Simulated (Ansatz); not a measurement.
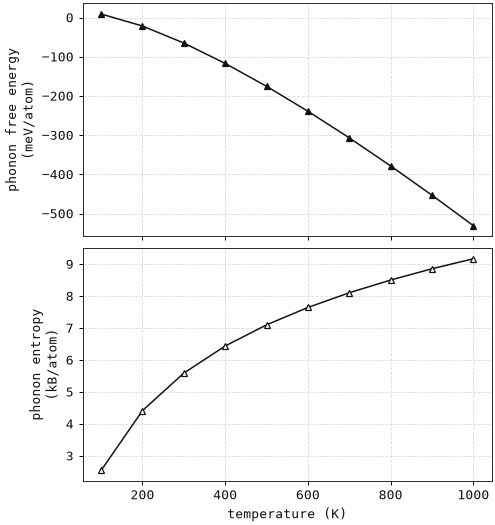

The figure shows the phonon free energy and phonon entropy against temperature for CuI, space group F-43m (No. 216).

Cell as given: a = 4.259 Å, b = 4.259 Å, c = 4.259 Å, α = 60.00°, β = 60.00°, γ = 60.00°; 2 atoms.

Calculation (Ansatz 0.2.0): plane-wave density functional theory, PAW datasets, Gaussian smearing 0.05 eV: harmonic lattice thermodynamics at fixed volume from displacements in the supercell given; kB is Boltzmann's constant. Level: r2SCAN, no spin polarisation.

```tsv
setting	value
PAW set	soft_2
wave cutoff	500 eV
k mesh of unit cell	8×8×8
supercell	(2, 2, 2)
```

How does the phonon free energy vary with temperature?

Answer. It falls from 9 meV/atom at temperature 100 K to −531 meV/atom at 1000 K.

Read off the course of the phonon entropy.

Answer. It rises from 2.541 kB/atom at temperature 100 K to 9.168 kB/atom at 1000 K.

What does the calculation give for the zero point phonon energy?

Answer. 18.7 meV/atom.
